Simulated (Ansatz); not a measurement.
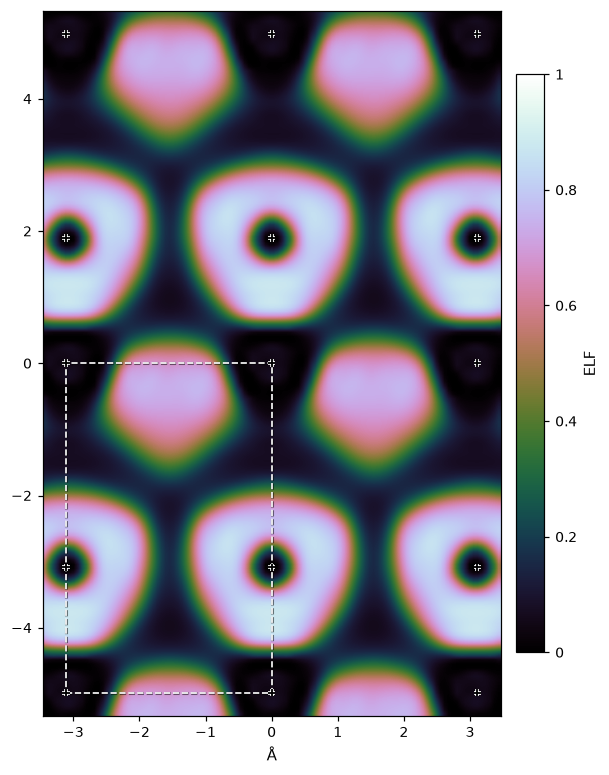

The electron localisation function on a plane through atoms (crosses mark nuclei in the plane).

Method: Ansatz, DFT, PBE, plane-wave PAW, default files, scalar-relativistic.

Candidates:
A. Si, a = 7.97 Å, b = 4.79 Å, c = 4.77 Å, α = 90.00°, β = 90.00°, γ = 90.00°. Space group Cmce; computed pressure about 40 GPa in this cell.
B. ZrO₂, a = 3.52 Å, b = 3.52 Å, c = 5.07 Å, α = 90.00°, β = 90.00°, γ = 90.00°. Space group P4₂/nmc; computed pressure about 20 GPa in this cell.
C. AlN, a = 3.11 Å, b = 3.11 Å, c = 4.98 Å, α = 90.00°, β = 90.00°, γ = 120.00°. Space group P6₃mc; computed pressure about 4 GPa in this cell.

Question: Which candidate gave the map?

Answer: Candidate C: AlN on the (100) plane of the conventional cell, which holds Al and N. Al–N (1.89 Å): the ELF peaks at about 0.90 between the atoms, as expected for a polar covalent bond.
